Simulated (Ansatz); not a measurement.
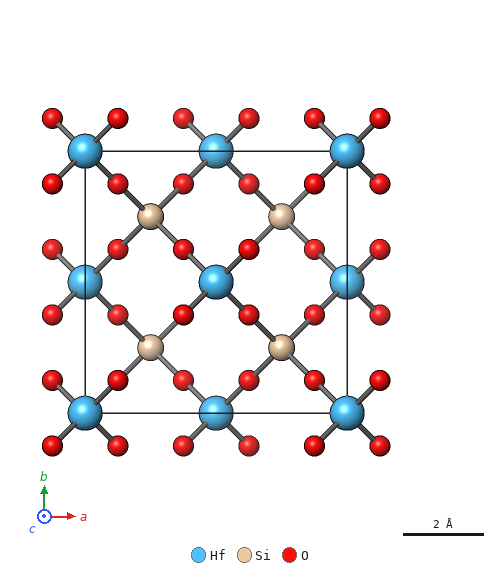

A crystal of HfSiO4 (a generated structure, set up in F-43m) (coarse preliminary run), before the relaxation. Style: ball-and-stick. Shown: the conventional cell (4 times the calculation's cell), along the c axis. Lengths and directions refer to the drawn axes.

Theory: DFT PBE, scalar-relativistic, plane waves, PAW (Ansatz 0.2.0).

The input:
```yaml
crystal:
  lattice:
    - [0.0, 3.28791324, 3.28791324]
    - [3.28791324, 0.0, 3.28791324]
    - [3.28791324, 3.28791324, 0.0]
  atoms:
    - { symbol: Hf, position: [0.0, 0.0, 0.0] }
    - { symbol: Si, position: [0.75, 0.75, 0.75] }
    - { symbol: O, position: [0.875, 0.375, 0.875] }
    - { symbol: O, position: [0.875, 0.875, 0.375] }
    - { symbol: O, position: [0.875, 0.875, 0.875] }
    - { symbol: O, position: [0.375, 0.875, 0.875] }
basis:
  ecutwfc: 420
kpoints:
  mp_grid: { grid: [4, 4, 4] }
hamiltonian:
  xc: pbe
scf:
  occupations: { method: gaussian, width: 0.1 }
  lower_state_search: "off"
output:
  forces: true
  stress: true
  eigenvalues: true
relax:
  adjacent_minimum: "off"
  f_tol: 0.04
  max_steps: 70
  cell: { stress_tol: 0.4 }
```

Run as
```bash
ansatz run input.yaml --threads 1 --pin off --max-ram 2560MiB --backend cpu --events-out ev --progress --plain --runs-dir out
```

> Where does the relaxation end?

The largest moves relative to the cell, 0.15 Å, are those of O3, O4, O5 and O6. O4 goes along [1 1 1]. Si and Hf stay in place. The volume changes by +97.4 %, with a = b = c 6.576 → 8.248 Å (+25.4 %). Some distances before and after: Hf1–Si2 2.847 → 3.572 Å, Hf1–O3 1.424 → 1.940 Å, Si2–O3 1.424 → 1.631 Å. The space group stays F-43m (No. 216). Over 9 accepted moves (11 points after the start) the energy falls by 42.416 eV per cell of the calculation. Largest force component: 22 eV/Å at the start, 0.00039 eV/Å at the end. The pressure goes from 291.95 to 0.30 GPa. At 2 points the geometry stayed and the basis and grid were re-selected for the new cell (energy shift of 2.709 eV per cell of the calculation at most each time). The run took 40 s on 1 thread of Intel(R) Xeon(R) Processor @ 2.70GHz, on a shared host, peak memory 0.4 GiB.

History of the run:

```tsv
step	E − E(0), meV/atom	largest force component, eV/Å	pressure, GPa	volume, Å³/atom	note
0	0.00	22.3812	291.95	11.848	
1	-3766.44	3.5494	159.52	13.666	
2	-5289.35	2.2150	89.20	15.662	
3	-6169.56	1.0468	39.74	17.902	
4	-6470.79	0.1870	5.01	20.217	
5	-6474.81	0.0376	0.23	20.603	
6	-6926.23	0.3024	17.89	20.603	same geometry, new basis
7	-7033.96	0.2436	7.22	22.073	
8	-7054.85	0.1561	-0.91	23.560	
9	-7056.72	0.0555	0.09	23.366	
10	-7056.68	0.0016	0.00	23.383	
11	-7069.35	0.0004	0.30	23.383	same geometry, new basis
```

The structure at the end:

```xyz
6
Lattice="0.0000 4.1242 4.1242 4.1242 0.0000 4.1242 4.1242 4.1242 0.0000" Properties=species:S:1:pos:R:3 pbc="T T T"
Hf    8.2484    8.2484    8.2484
Si    6.1863    6.1863    6.1863
O     5.2445    7.1281    5.2445
O     5.2445    5.2445    7.1281
O     7.1281    7.1281    7.1281
O     7.1281    5.2445    5.2445
```

The end point in the same view:

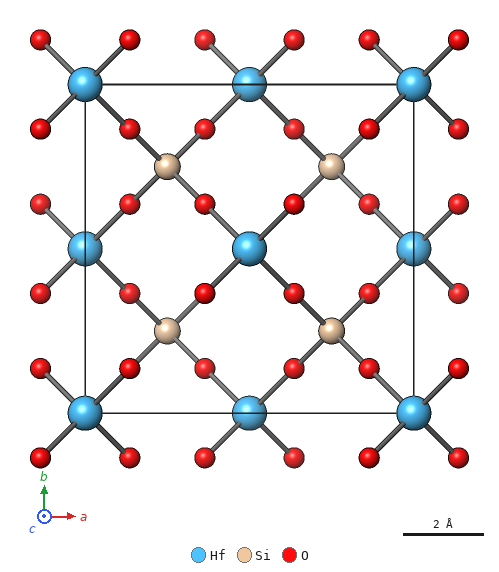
